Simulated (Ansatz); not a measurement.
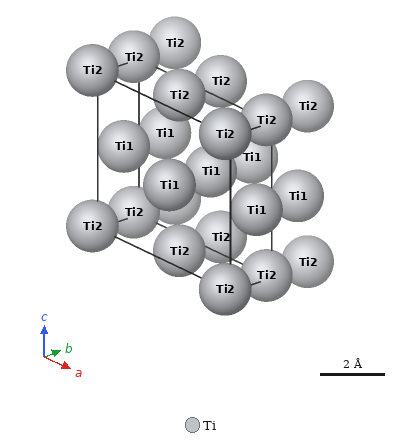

**Figure 1.** The input geometry of the first run (spheres-only view of the cell 2 times as large as that of the calculation, set on its symmetry axes, repeated 1 × 2 × 1, seen slightly off an axis; atoms are numbered from 1 in the order of the input). An atom can appear more than once, as a periodic image.

# Ti: a changed input and its effect

System: Ti (C2/m, 2 atoms in the cell).
Method of the first run: DFT r2SCAN, scalar-relativistic, plane waves, PAW, no spin polarisation (Ansatz 0.2.0).

The structure derives from an entry of the Crystallography Open Database. Text and figures count atoms from 1; the logs count them from 0 in places.

## Input, the first run
```yaml
crystal:
  lattice:
    - [0.0, -2.03, -2.03]
    - [-2.03, 0.0, -2.03]
    - [2.03, 2.03, -4.06]
  atoms:
    - { symbol: Ti, position: [0.4597794408, 0.4597794408, 0.4999971585] }
    - { symbol: Ti, position: [0.0402205592, 0.0402205592, 2.8415e-06] }
basis:
  ecutwfc: 500
kpoints:
  mp_grid: { grid: [18, 18, 20] }
hamiltonian:
  xc: r2scan
scf:
  occupations: { method: gaussian, width: 0.15 }
output:
  forces: true
  stress: true
  eigenvalues: true
```

Command:
```bash
ansatz run input.yaml --threads 2 --pin off --max-ram 5120MiB --backend cpu --events-out ev --progress --plain --runs-dir out
```

Hardware: 2 threads of Intel Xeon (Granite Rapids), 32 GiB of memory available, shared host.

## Output, shortened to warnings, some set-up lines, iterations and results (the first run)
```
Basis set: ecut = 500 eV, 845 PW (Γ), exchange–correlation on 96×96×160 points (64 copies of the dense FFT grid, shifted against one another)
Symmetry: 4 space group operations
k-points: 1721 of 6480
Initial density: superposition of atomic densities (neutral atoms: chi_scale 0, normalization atom), corrected by the library's trained network
[...]
SCF iter   1: F=—  HF=-5008.477323 eV  |F-HF|=—  |Δ(HF+E_count)|=         —  Δρ=1.43e-2  dr2=5.73e-2  dr2_τ=1.83e-2  ethr=1.77e-3  ⟨swp⟩=3.3  Hψ=116399  notcnv=0
SCF iter   2: F=—  HF=-5008.528764 eV  |F-HF|=—  |Δ(HF+E_count)|=   5.14e-2  Δρ=4.75e-3  dr2=6.33e-3  dr2_τ=6.19e-4  ethr=2.39e-4  ⟨swp⟩=2.2  Hψ=61846  notcnv=0  defer=21
SCF iter   3: F=—  HF=-5008.529440 eV  |F-HF|=—  |Δ(HF+E_count)|=   6.77e-4  Δρ=1.35e-3  dr2=3.27e-4  dr2_τ=8.53e-5  ethr=2.64e-5  ⟨swp⟩=2.8  Hψ=49372  notcnv=0  defer=21
SCF iter   4: F=—  HF=-5008.529986 eV  |F-HF|=—  |Δ(HF+E_count)|=   5.45e-4  Δρ=6.96e-4  dr2=4.99e-4  dr2_τ=8.79e-6  ethr=1.36e-6  ⟨swp⟩=2.0  Hψ=44916  notcnv=0  defer=21
SCF iter   5: F=—  HF=-5008.529909 eV  |F-HF|=—  |Δ(HF+E_count)|=   7.68e-5  Δρ=2.02e-4  dr2=7.20e-6  dr2_τ=9.17e-7  ethr=1.36e-6  ⟨swp⟩=2.0  Hψ=37661  notcnv=0  defer=21
SCF iter   6: F=—  HF=-5008.529919 eV  |F-HF|=—  |Δ(HF+E_count)|=   1.02e-5  Δρ=4.00e-5  dr2=1.75e-7  dr2_τ=3.89e-8  ethr=3.00e-8  ⟨swp⟩=2.2  Hψ=44624  notcnv=0  defer=21
SCF iter   7: F=-5008.529919 eV  HF=-5008.529919 eV  |F-HF|=5.94e-9  |Δ(HF+E_count)|=   2.97e-7  Δρ=7.92e-6  dr2=1.77e-8  dr2_τ=9.31e-10  ethr=4.17e-10  ⟨swp⟩=4.8  Hψ=100635  …
SCF 1 converged in 7 iterations: F = -5008.529919 eV  dr2 = 1.77e-8
SCF converged after 7 iterations
Free energy (F): -5008.529919 eV
Harris-Foulkes:  -5008.529919 eV  (|F-HF|=5.94e-9)
Internal energy: -5008.494230 eV  (E = F + TS)
E sigma→0 (E₀):  -5008.512075 eV
Entropy (-TS):   -0.035689 eV (-17.844 meV/atom)
Fermi energy:    13.809932 eV
--- Per-component energies (eV) ---
  E_band       = -325.442319
  E_kinetic    = 547.352264
  E_local      = -1583.972407  (includes V_loc(G=0)·N_el)
  E_nonlocal   = 15.302279
  E_hartree    = 652.532050
  E_xc         = -186.198862
  E_vxc        = -266.309844  (∫ρ·V_xc dr)
  E_paw        = -2114.073340  (= ΣΔE_a)
  E_vpaw       = -361.269807  (= ΣTr[D̂ρ^β])
  E_aug_tail   = 0.000166  (compensation charges beyond the density's cutoff)
  E_vtau       = 18.385485  (kinetic-family band-sum trace: ∫τ·v_τ [+ j·A + Jᵃ·Aᵃ] dr)
  E_ewald      = -2338.929466
  E_core_change = -0.506914  (= ΣΔE_core)
  E_smearing   = -0.035689  (= −TS)
  E_closure    = 0.000000  (closes the sum)
  Σ components = -5008.529919   (vs F -5008.529919, Δ=0.00e0)
--- Forces (eV/Å), atoms counted from 1 ---
  atom   1  Ti    -0.19368356    -0.19368356    -0.22116293
  atom   2  Ti     0.19368356     0.19368356     0.22116293
  max |Σ_I F_I| component: 0.00e0 eV/Å
--- Stress (GPa, compression-positive) ---
        4.030522       0.002369       1.232671
        0.002369       4.030522       1.232671
        1.232673       1.232673       3.050743
  P = ⅓ Tr σ = 3.7039 GPa (37.039 kbar)
```

For the second run the input was changed thus:
```diff
-    - { symbol: Ti, position: [0.4597794408, 0.4597794408, 0.4999971585] }
-    - { symbol: Ti, position: [0.0402205592, 0.0402205592, 2.8415e-06] }
+    - { symbol: Ti, position: [0.5050275699, 0.5050275699, 0.5000003552] }
+    - { symbol: Ti, position: [-0.0050275699, -0.0050275699, -3.552e-07] }
```

How does the second run compare with the first run?

With the same functional and potentials, the second run lies 33.4 meV per atom lower. The pressure goes from 3.70 to 4.40 GPa. The largest force goes from 0.352 to 0.044 eV/Å. The SCF takes 6 iterations against 7.

## Output, shortened to warnings, some set-up lines, iterations and results (the second run)
```
Basis set: ecut = 500 eV, 845 PW (Γ), exchange–correlation on 96×96×160 points (64 copies of the dense FFT grid, shifted against one another)
Symmetry: 4 space group operations
k-points: 1721 of 6480
Initial density: superposition of atomic densities (neutral atoms: chi_scale 0, normalization atom), corrected by the library's trained network
[...]
SCF iter   1: F=—  HF=-5008.549320 eV  |F-HF|=—  |Δ(HF+E_count)|=         —  Δρ=1.50e-2  dr2=6.80e-2  dr2_τ=1.81e-2  ethr=1.77e-3  ⟨swp⟩=3.3  Hψ=116084  notcnv=0
SCF iter   2: F=—  HF=-5008.595897 eV  |F-HF|=—  |Δ(HF+E_count)|=   4.66e-2  Δρ=4.78e-3  dr2=7.35e-3  dr2_τ=6.78e-4  ethr=2.83e-4  ⟨swp⟩=2.2  Hψ=60824  notcnv=0  defer=19
SCF iter   3: F=—  HF=-5008.596133 eV  |F-HF|=—  |Δ(HF+E_count)|=   2.36e-4  Δρ=1.32e-3  dr2=2.29e-4  dr2_τ=9.30e-5  ethr=3.06e-5  ⟨swp⟩=2.8  Hψ=48993  notcnv=0  defer=19
SCF iter   4: F=—  HF=-5008.596606 eV  |F-HF|=—  |Δ(HF+E_count)|=   4.73e-4  Δρ=3.44e-4  dr2=1.58e-5  dr2_τ=2.77e-6  ethr=9.52e-7  ⟨swp⟩=2.0  Hψ=44994  notcnv=0  defer=19
SCF iter   5: F=—  HF=-5008.596643 eV  |F-HF|=—  |Δ(HF+E_count)|=   3.76e-5  Δρ=1.62e-5  dr2=3.90e-8  dr2_τ=8.27e-9  ethr=6.58e-8  ⟨swp⟩=2.0  Hψ=47504  notcnv=0  defer=19
SCF iter   6: F=-5008.596643 eV  HF=-5008.596643 eV  |F-HF|=3.28e-8  |Δ(HF+E_count)|=   3.89e-8  Δρ=6.35e-6  dr2=4.02e-8  dr2_τ=5.00e-10  ethr=1.62e-10  ⟨swp⟩=2.2  Hψ=102214  …
SCF 1 converged in 6 iterations: F = -5008.596643 eV  dr2 = 4.02e-8
SCF converged after 6 iterations
Free energy (F): -5008.596643 eV
Harris-Foulkes:  -5008.596643 eV  (|F-HF|=3.28e-8)
Internal energy: -5008.562395 eV  (E = F + TS)
E sigma→0 (E₀):  -5008.579519 eV
Entropy (-TS):   -0.034248 eV (-17.124 meV/atom)
Fermi energy:    13.850938 eV
--- Per-component energies (eV) ---
  E_band       = -325.546962
  E_kinetic    = 547.051551
  E_local      = -1578.061980  (includes V_loc(G=0)·N_el)
  E_nonlocal   = 14.877020
  E_hartree    = 649.671405
  E_xc         = -186.213060
  E_vxc        = -266.303528  (∫ρ·V_xc dr)
  E_paw        = -2113.815127  (= ΣΔE_a)
  E_vpaw       = -360.822285  (= ΣTr[D̂ρ^β])
  E_aug_tail   = 0.000152  (compensation charges beyond the density's cutoff)
  E_vtau       = 18.365954  (kinetic-family band-sum trace: ∫τ·v_τ [+ j·A + Jᵃ·Aᵃ] dr)
  E_ewald      = -2341.565443
  E_core_change = -0.506914  (= ΣΔE_core)
  E_smearing   = -0.034248  (= −TS)
  E_closure    = 0.000000  (closes the sum)
  Σ components = -5008.596643   (vs F -5008.596643, Δ=0.00e0)
--- Forces (eV/Å), atoms counted from 1 ---
  atom   1  Ti     0.01818327     0.01818327     0.03567963
  atom   2  Ti    -0.01818327    -0.01818327    -0.03567963
  max |Σ_I F_I| component: 0.00e0 eV/Å
--- Stress (GPa, compression-positive) ---
        4.407702       0.006703       0.013487
        0.006703       4.407702       0.013487
        0.013487       0.013487       4.393287
  P = ⅓ Tr σ = 4.4029 GPa (44.029 kbar)
```

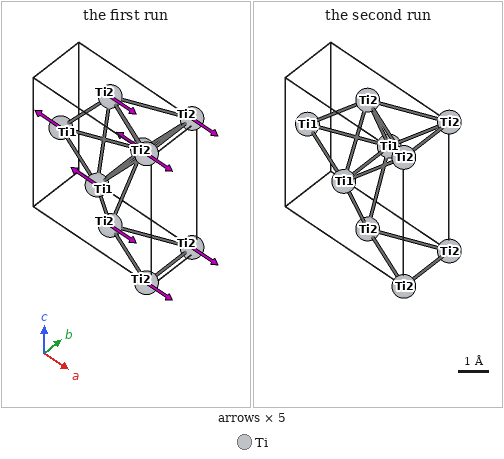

**Figure 2.** The two input geometries at one scale (ball-and-stick view of the cell 2 times as large as that of the calculation, set on its symmetry axes, seen at an oblique angle). The pink arrows on the first give the shifts of the atoms relative to the cell, with their mean removed, magnified 5 times. The largest moves, 0.23 Å, are those of Ti1 and Ti2. (The mean shift of all atoms is removed.) The cell doesn't change. Among the contacts that change: Ti1–Ti2 3.119 → 2.842 Å.

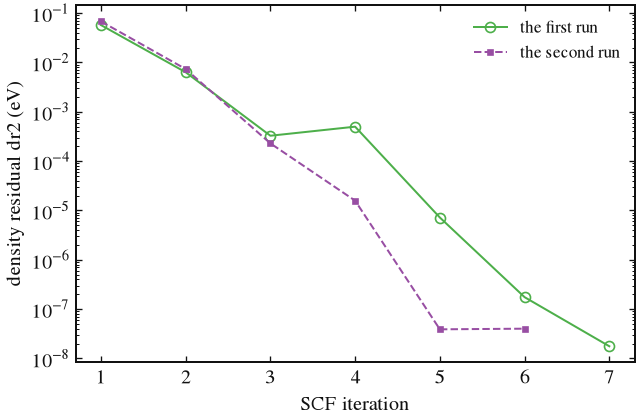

**Figure 3.** Convergence of the two runs: density residual dr2 against the SCF iteration. The first run takes 7 iterations in all, and the second run takes 6.

## The two runs side by side

| quantity | the first run | the second run |
| --- | --- | --- |
| outcome | converged | converged |
| free energy per atom (eV) | −2504.2650 | −2504.2983 |
| energy per atom, smearing taken to zero (eV) | −2504.2560 | −2504.2898 |
| gap on the mesh (eV) | 0.00 | 0.00 |
| pressure (GPa) | 3.70 | 4.40 |
| largest force (eV/Å) | 0.352 | 0.044 |
| SCF iterations | 7 | 6 |
| irreducible k-points | 1721 | 1721 |
| plane waves at Γ | 845 | 845 |
| wall time (shared host) | 25 s | 22 s |
